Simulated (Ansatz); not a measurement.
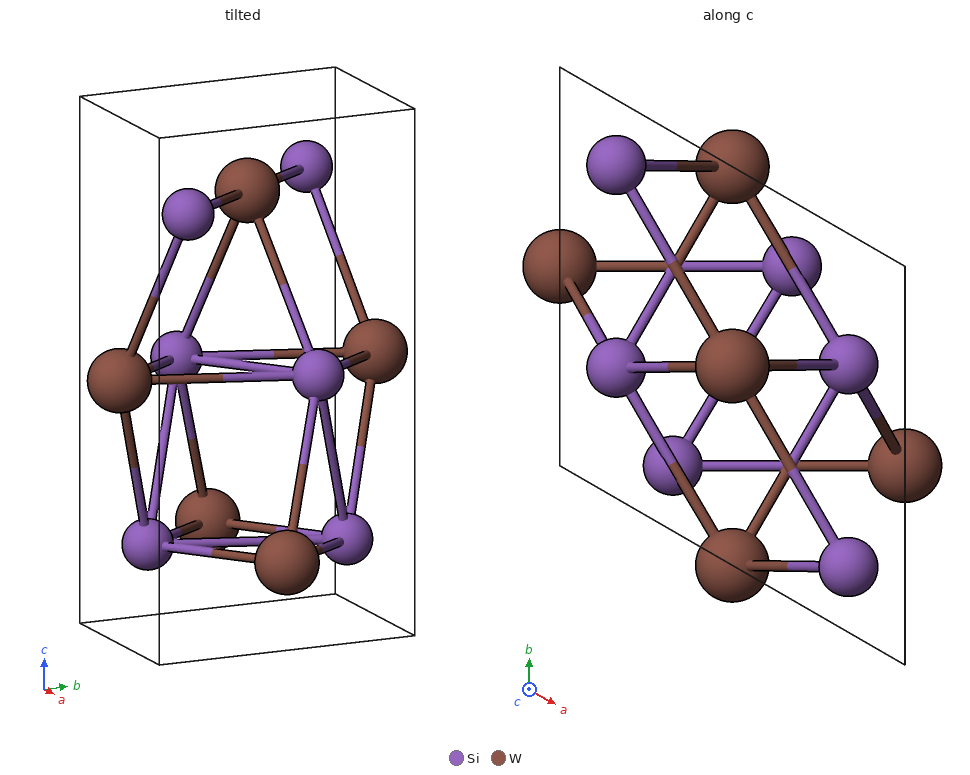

Crystal structure, ball-and-stick style, seen slightly off an axis and along the c axis. The conventional unit cell is outlined; an atom on or near a face, edge or corner is repeated at each equivalent position.

Si₂W, space group P6_222 (No. 180), a = 4.46 Å, b = 4.46 Å, c = 6.77 Å, α = 90.00°, β = 90.00°, γ = 120.00°.

Run with DFT PBEsol, scalar-relativistic, plane waves, PAW (Ansatz) and these settings: a 420 eV plane-wave basis, a 12×12×6 grid in reciprocal space, Gaussian smearing of 0.15 eV, no spin polarisation.

Is the electronic structure metallic or gapped?

Answer. A semiconductor at this level, with a gap of 0.22 eV on the k-mesh (the true edges may lie between mesh points, so the gap can be somewhat smaller).

How far is the cell from zero pressure?

Answer. The computed pressure is 6.8 GPa (compressed: it would expand). The stress isn't hydrostatic: its largest component is 11.6 GPa.

Origin of the cell: a structure listed in the Materials Project. The cell was then strained or its atoms displaced on purpose. An electronic-structure calculation with Ansatz was run on it.

At this level of theory the run's own cell isn't at rest (compressed, at 7 GPa), so its distances can differ from those at equilibrium, the more so the softer the solid.
